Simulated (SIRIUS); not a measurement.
```
Ga N
1.0
     4.50700    0.00000    0.00000
     0.00000    0.00000   -4.50700
     0.00000    4.50700    0.00000
Ga N
4 4
Cartesian
  2.2535 0.0000 -2.2535
  0.0000 2.2535 -2.2535
  0.0000 0.0000 0.0000
  2.2535 2.2535 0.0000
  1.1268 1.1268 -3.3803
  3.3803 3.3803 -3.3803
  3.3803 1.1268 -1.1268
  1.1268 3.3803 -1.1268
```

Space group F-43m; a structure from a database of computed crystals, not necessarily the ambient phase.

These are results of Kohn-Sham DFT of a periodic cell, LDA-VWN, all-electron FP-LAPW (SIRIUS 7.12.0), not measurements.

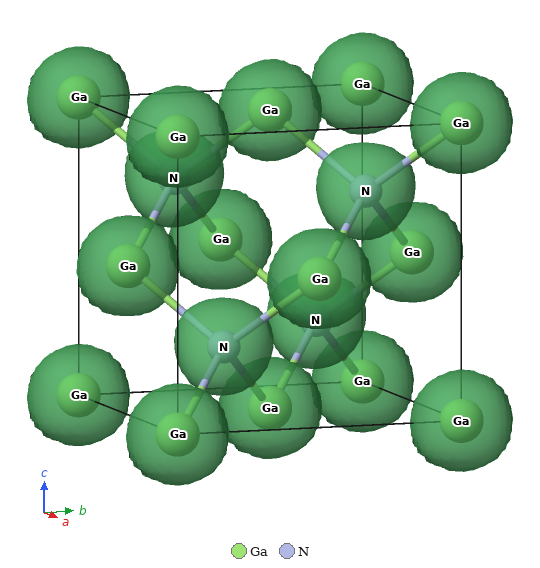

GaN. Isosurface of the total electron density at 1 e/Å³ (green), seen slightly off an axis. Sticks mark near contacts.

The calculation treats all electrons.

Q: What does this surface tell about the bonding?

A: At this value the density breaks into separate islands. It bridges none of the near contacts. It is pinched off along the shortest Ga–N (1.95 Å) contacts. On the grid the lowest density along these lines, outside the cores, is 0.74 e/Å³ (Ga–N, 1.95 Å).

Q: Does the calculation make it a metal, or give it a gap?

A: It is gapped, with a Kohn–Sham gap of 1.7 eV on the k-point mesh, an upper bound to the gap of this method.
